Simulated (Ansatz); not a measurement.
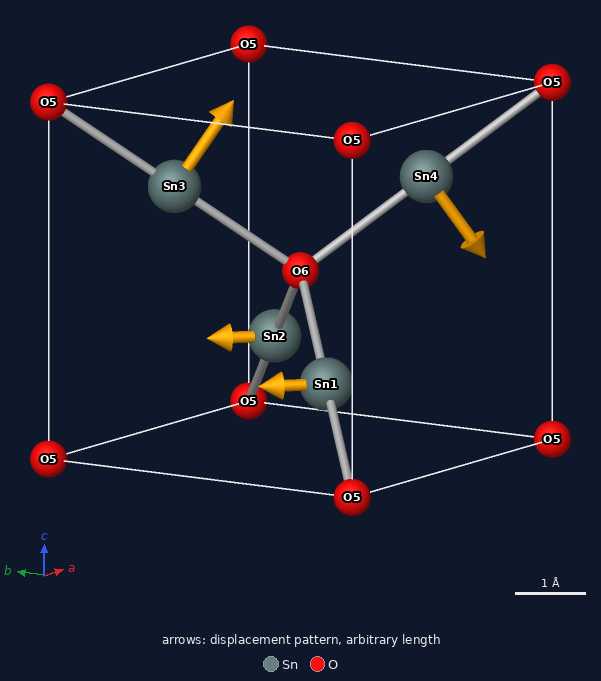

The lowest optical mode of solid Sn2O (a generated structure), space group Pn-3m (No. 224), at the zone centre. The orange arrows give the relative displacements of the atoms. The picture is a ball-and-stick view of the cell of the calculation, seen from a free direction.

Computed with DFT PBE, scalar-relativistic, plane waves, PAW in Ansatz 0.2.0.

Input file:
```yaml
crystal:
  lattice:
    - [5.205323084, 0.0, 0.0]
    - [0.0, 5.205323084, 0.0]
    - [0.0, 0.0, 5.205323084]
  atoms:
    - { symbol: Sn, position: [0.25, 0.25, 0.25] }
    - { symbol: Sn, position: [0.75, 0.75, 0.25] }
    - { symbol: Sn, position: [0.25, 0.75, 0.75] }
    - { symbol: Sn, position: [0.75, 0.25, 0.75] }
    - { symbol: O, position: [0.0, 0.0, 0.0] }
    - { symbol: O, position: [0.5, 0.5, 0.5] }
basis:
  ecutwfc: 420
kpoints:
  mp_grid: { grid: [8, 8, 8] }
hamiltonian:
  xc: pbe
scf:
  occupations: { method: fermi_dirac, width: 0.15 }
output:
  eigenvalues: true
phonons:
  method: dfpt
  eigenvectors: true
  qmesh: [2, 2, 2]
  temperatures: { t_max: 1000, t_step: 100 }
  qpath:
    path:
      - [[0.0, 0.0, 0.0], [0.0, 0.5, 0.0], [0.5, 0.5, 0.0], [0.0, 0.0, 0.0], [0.5, 0.5, 0.5], [0.0, 0.5, 0.0]]
      - [[0.5, 0.5, 0.5], [0.5, 0.5, 0.0]]
    npoints: 8
```

Command:
```bash
ansatz run input.yaml --threads 4 --pin off --max-ram 12288MiB --backend cpu --events-out ev --progress --plain --runs-dir out
```

The frequencies depend somewhat on the k-mesh and the smearing.

Is the structure stable against all modes at this point?

No. This is the T₂u mode (triply degenerate; one member of the set is drawn) at 30i cm⁻¹, the lowest optical level, silent by symmetry (neither infrared- nor Raman-active). The O atoms stay at rest; atoms of one kind move against one another, with no net shift of their sublattice; the O–Sn bond lengths don't change to first order, so for these it is a bending, tilting or sliding motion. The frequency is imaginary, so the structure is unstable against this distortion. Freezing in the drawn pattern lowers the space group from Pn-3m to Aem2 (No. 39).
